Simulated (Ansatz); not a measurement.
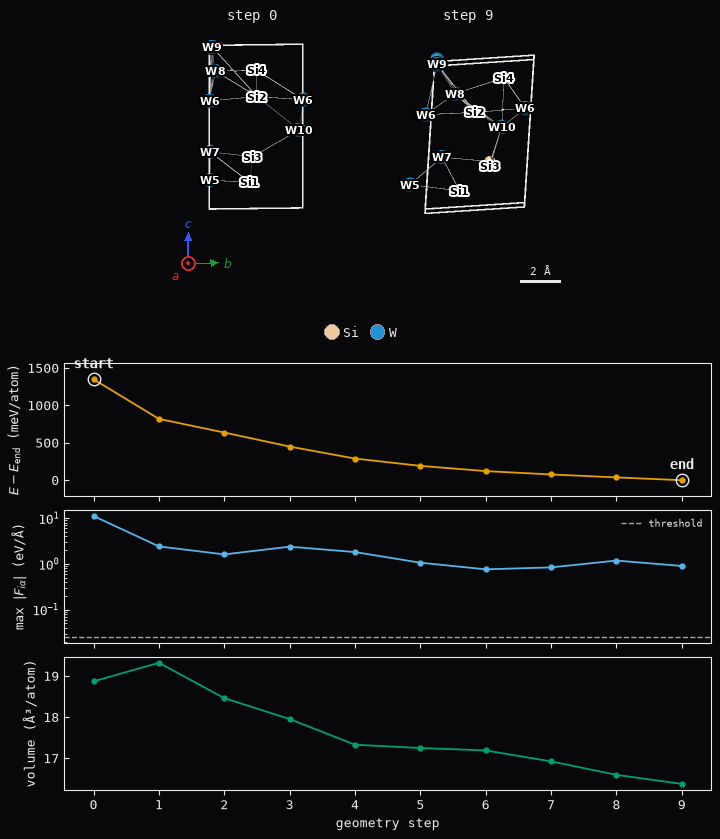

First and last geometry of a relaxation of solid Si2W3 (a generated structure, set up in P1) (coarse preliminary run), with the history of the run. A ball-and-stick model of the cell of the calculation, seen along the a axis.

Computed with DFT PBE, scalar-relativistic, plane waves, PAW (Ansatz 0.2.0). (plane-wave cutoff 420 eV; k-point mesh 6 × 4 × 4; occupations gaussian; smearing width 0.2 eV; no spin polarisation; cell and atoms relaxed; force threshold 0.025 eV/Å; at most 60 steps)

Did the run converge, and what did it change?

Answer. The run was cut off at its time limit before the relaxation converged, so the last structure is only a point on the way. The largest move relative to the cell is that of W10, 1.26 Å roughly along [1 −3 1]. Largest moves by element: W 1.26 Å, Si 1.09 Å. Cell: a 4.744 → 4.329 Å (−8.8 %), b 4.772 → 5.075 Å (+6.4 %), c 8.354 → 7.525 Å (−9.9 %), α 89.3° → 82.6°, β 86.3° → 92.2°, γ 89.7° → 90.2°. Volume −13.2 %. Some distances before and after: W8–W10 5.263 → 2.927 Å, Si4–W10 3.786 → 2.519 Å, Si2–W8 3.773 → 2.518 Å, Si3–W5 3.721 → 2.492 Å. New bonds form: Si2–W8 (3.77 → 2.52 Å), Si3–W5 (3.67 → 2.49 Å), Si3–W5 (3.72 → 2.49 Å), Si4–W10 (3.79 → 2.52 Å). Bond angles that change, for instance: W6–W10–W7 169.8° → 111.9°, Si1–Si4–W8 97.5° → 145.7°, Si4–Si1–W5 100.6° → 142.5°. The space group stays P1 (No. 1). Over 9 geometry steps the energy falls by 1350 meV per atom. Largest force component: 11 eV/Å at the start, 0.9 eV/Å at the end. Pressure: 18.37 GPa at the start and 2.00 GPa at the end. Cost: 9.5 min on 1 thread of Intel(R) Xeon(R) Platinum 8259CL CPU @ 2.50GHz (Skylake/Cascade Lake), on a shared host, peak memory 0.77 GiB.
